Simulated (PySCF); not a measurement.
## Rh: 7 runs along one coordinate

System: Rh (1 atom in the cell).
Method: Kohn-Sham DFT of a periodic cell in Gaussian orbitals, r2SCAN, DZVP-MOLOPT-SR/GTH-PBE, no spin polarisation (PySCF 2.14.0).

The 7 runs differ only in the geometry, by an even scaling of the cell at fixed fractional positions. The structure derives from an entry of the Crystallography Open Database.

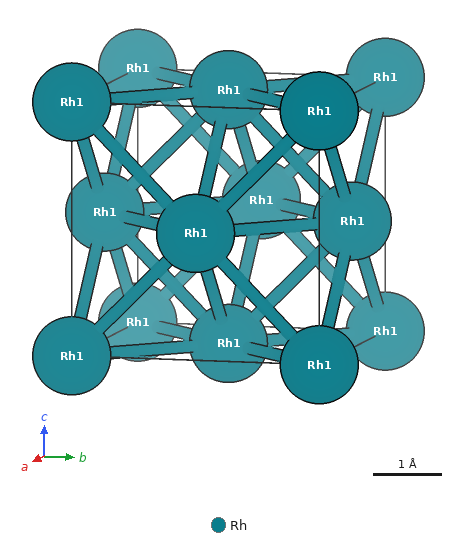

Figure 1. The structure of run 4 (ball-and-stick view of the cell 4 times as large as that of the calculation, set on its symmetry axes, seen slightly off an axis; atoms are numbered from 1 in the order of the input).

**The input of run 4**
```python
import json
import numpy as np
from pyscf.pbc import gto, scf, dft, df

cell = gto.Cell()
cell.basis = 'DZVP-MOLOPT-SR-GTH-q17'
cell.pseudo = 'GTH-PBE-q17'
cell.fromfile('Rh.cif')
cell.ke_cutoff = 94  # hartree
cell.exp_to_discard = 0.02
cell.precision = 1e-08
cell.space_group_symmetry = True
cell.symmorphic = False
cell.max_memory = 5040  # MB
cell.verbose = 4
cell.build()

res = {}
kpts = cell.make_kpts([2, 2, 2], space_group_symmetry=True, time_reversal_symmetry=True)
cell.space_group_symmetry = False  # the mesh holds the operations; no search on the supercells of the integral code
mf = dft.KRKS(cell, kpts, xc='r2scan')
mf = mf.multigrid_numint()
mf = mf.smearing(sigma=0.00183747, method='fermi')  # hartree
mf.conv_tol = 1e-07
mf.max_cycle = 60

mf.kernel()
res.update(converged=bool(mf.converged), e_tot=mf.e_tot, nelec=cell.nelectron, nao=cell.nao, mesh=list(map(int, cell.mesh)), a=cell.lattice_vectors().tolist(), coords=cell.atom_coords().tolist(),
           mo_energy=[np.real(x).tolist() for x in mf.mo_energy], mo_occ=[np.real(x).tolist() for x in mf.mo_occ])
res.update(e_free=mf.e_free, e_zero=mf.e_zero)
res.update(kpts=kpts.kpts_scaled_ibz.tolist(), weights=kpts.weights_ibz.tolist())
res['parts'] = {k: float(np.real(v)) for k, v in mf.scf_summary.items() if np.isscalar(v)}
json.dump(res, open('results.json', 'w'))
if not mf.converged:
    raise SystemExit('SCF not converged')

print('levels (eV)')
for i, kp in enumerate(res['kpts'][:40]):
    print('k %7.4f %7.4f %7.4f  ' % tuple(kp), ' '.join('%.3f' % (x * 27.211386) for x in res['mo_energy'][i][:14]))

mf = mf.to_khf()  # unfold to the whole mesh
kpts = mf.kpts
# Mulliken populations
dm, s = np.asarray(mf.make_rdm1()), np.asarray(mf.get_ovlp())
sites = cell.aoslice_by_atom()[:, 2:]
tot = np.einsum('kij,kji->i', dm, s).real / len(kpts)
res['mulliken'] = [cell.atom_charge(i) - tot[a0:a1].sum() for i, (a0, a1) in enumerate(sites)]
print('Mulliken charges', np.round(res['mulliken'], 5))
res['done'] = True
json.dump(res, open('results.json', 'w'))
```

**File Rh.cif of run 4**
```
data_Rh
_cell_length_a 2.68396521
_cell_length_b 2.68396521
_cell_length_c 2.68396521
_cell_angle_alpha 60.00000000
_cell_angle_beta 60.00000000
_cell_angle_gamma 60.00000000
_space_group_name_H-M_alt 'P1'
_space_group_name_Hall 'P 1'
_space_group_IT_number 1
loop_
_space_group_symop_operation_xyz
'x,y,z'
loop_
_atom_site_label
_atom_site_type_symbol
_atom_site_symmetry_multiplicity
_atom_site_Wyckoff_symbol
_atom_site_fract_x
_atom_site_fract_y
_atom_site_fract_z
_atom_site_occupancy
Rh1 Rh 1 a 0.0000000000 0.0000000000 0.0000000000 1
```

Command:
```bash
OMP_NUM_THREADS=4 python -u run.py > log
```

Lattice vectors (Å) and fractional positions of run 4:
```
   0.000000    1.897850    1.897850
   1.897850    0.000000    1.897850
   1.897850    1.897850    0.000000
Rh  0.000000  0.000000  0.000000
```

Run 6 has the same physical settings and fractional positions; its lattice vectors (Å) are:
```
   0.000000    1.922825    1.922825
   1.922825    0.000000    1.922825
   1.922825    1.922825    0.000000
```

**Results, with one run withheld**

| run | volume per atom (Å³) | free energy per atom, from the lowest run given (meV) |
| --- | --- | --- |
| 1 | 12.851 | 708.87 |
| 2 | 13.125 | 553.73 |
| 3 | 13.398 | 416.19 |
| 4 | 13.671 | 295.57 |
| 5 | 13.945 | 185.40 |
| 6 | 14.218 | ? |
| 7 | 14.492 | 0.00 |

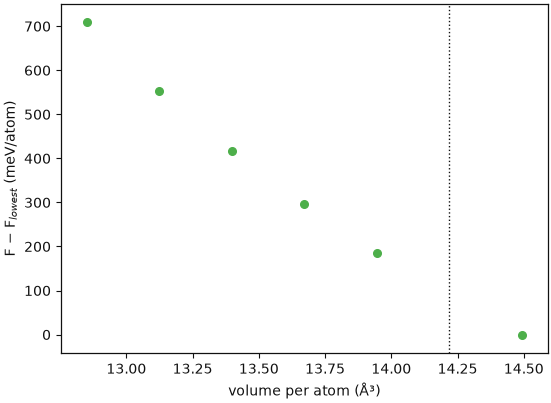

Figure 2. Free energy per atom of the runs given; the dotted line marks run 6.

Fit the runs given and predict run 6.

A cubic polynomial in V^(−2/3) (the Birch–Murnaghan form), fitted to the 6 runs given, misses them by at most 0.69 meV per atom. With x = V^(−2/3) − 0.17583 Å⁻², it reads F = 341.32 + 50956 x + 8.7951e+05 x² + 1.1548e+07 x³ (meV per atom). At run 6 it gives 88.24 meV per atom, and the run itself gives 87.31. The fit has no minimum inside this range. So low a polynomial doesn't follow these energies more closely.

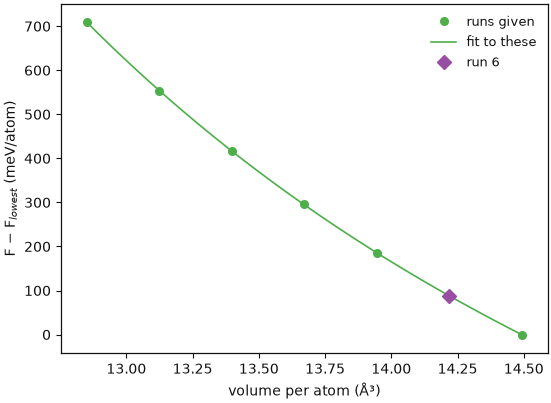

Figure 3. The fit and the withheld run.

**Output, shortened to warnings, some set-up lines, iterations and results (run 6)**
```
k-points in IBZ                         weights
[...]
cycle= 1 E= -110.121385625062  delta_E= -0.00386  |g|= 0.919  |ddm|= 9.52
cycle= 2 E= -110.038977256986  delta_E= 0.0824  |g|= 1.09  |ddm|= 10.4
cycle= 3 E= -110.248440796497  delta_E= -0.209  |g|= 0.129  |ddm|= 5.09
cycle= 4 E= -110.242527465245  delta_E= 0.00591  |g|= 0.228  |ddm|= 1.58
cycle= 5 E= -110.248342002384  delta_E= -0.00581  |g|= 0.153  |ddm|= 0.301
cycle= 6 E= -110.252645091155  delta_E= -0.0043  |g|= 0.0339  |ddm|= 0.499
cycle= 7 E= -110.25268035929  delta_E= -3.53e-05  |g|= 0.0131  |ddm|= 0.219
cycle= 8 E= -110.252599843013  delta_E= 8.05e-05  |g|= 0.0191  |ddm|= 0.0375
cycle= 9 E= -110.252740086881  delta_E= -0.00014  |g|= 0.00276  |ddm|= 0.0729
cycle= 10 E= -110.252752664793  delta_E= -1.26e-05  |g|= 0.000355  |ddm|= 0.0136
cycle= 11 E= -110.252752220743  delta_E= 4.44e-07  |g|= 0.000224  |ddm|= 0.000606
cycle= 12 E= -110.252751813815  delta_E= 4.07e-07  |g|= 0.000108  |ddm|= 0.00055
cycle= 13 E= -110.252751429006  delta_E= 3.85e-07  |g|= 4.31e-06  |ddm|= 0.000505
cycle= 14 E= -110.252751439114  delta_E= -1.01e-08  |g|= 4.21e-08  |ddm|= 2.02e-05
    sigma = 0.00183747  Optimized mu = 0.846403320246  entropy = 1.73599458146
nelec by numeric integration = 17.00000000000001
    Total E(T) = -110.252751437563  Free energy = -110.255941275527  E0 = -110.254346356545
Extra cycle  E= -110.252751437563  delta_E= 1.55e-09  |g|= 2.99e-07  |ddm|= 1.63e-06
converged SCF energy = -110.252751437563
levels (eV)
k  0.0000  0.0000  0.0000   -62.792 -26.633 -26.633 -26.632 14.094 19.263 19.263 19.263 21.336 21.336 45.925 52.042 52.042 52.042
k  0.5000  0.5000 -0.0000   -62.669 -27.281 -26.888 -26.888 15.896 16.383 22.895 23.389 23.389 25.781 34.782 38.197 38.197 46.867
k  0.5000  0.5000  0.5000   -62.702 -27.322 -26.729 -26.729 16.158 19.160 19.160 22.950 22.950 23.007 31.006 46.762 48.507 48.507
Mulliken charges [-0.]
```

Notes: Settings chosen away from the usual ones: volume scaled by 1.0. Points of doubt noted for this run: coarse mesh. The k-point mesh is coarse for a cell of this size, so the results may not be converged.
